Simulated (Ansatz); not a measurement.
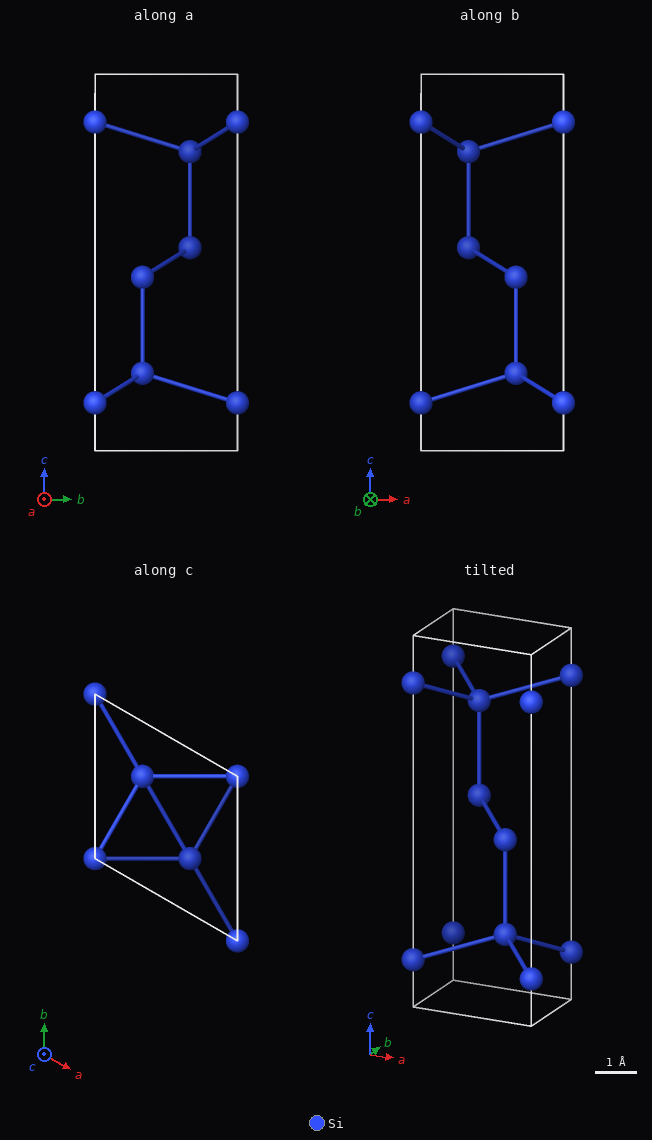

Structure drawing (ball-and-stick), viewed along the a axis, along the b axis, along the c axis and slightly off an axis. The wireframe shows the conventional unit cell.

Lattice parameters: a = 4.0421 Å, b = 4.0421 Å, c = 9.2609 Å, α = 90.000°, β = 90.000°, γ = 120.000°.

**Set out the cell and atoms as a CIF in P1 with every atom of the cell, with free fractional coordinates to two decimals.**

```cif
data_structure
_symmetry_space_group_name_H-M 'P 1'
_symmetry_Int_Tables_number 1
_cell_length_a 4.0421
_cell_length_b 4.0421
_cell_length_c 9.2609
_cell_angle_alpha 90.000
_cell_angle_beta 90.000
_cell_angle_gamma 120.000
_cell_volume 131.04
loop_
_atom_site_label
_atom_site_type_symbol
_atom_site_fract_x
_atom_site_fract_y
_atom_site_fract_z
_atom_site_occupancy
Si1 Si 0.3333 0.6667 0.54 1
Si2 Si 0.3333 0.6667 0.79 1
Si3 Si 0.00 0.00 0.87 1
Si4 Si 0.00 0.00 0.13 1
Si5 Si 0.6667 0.3333 0.21 1
Si6 Si 0.6667 0.3333 0.46 1
```

Starting structure: a structure type filled with this element by a generator (whether the element takes this form wasn't checked). Earlier steps of the study may have refined or changed the cell and positions. It was run through Ansatz as a DFT input.
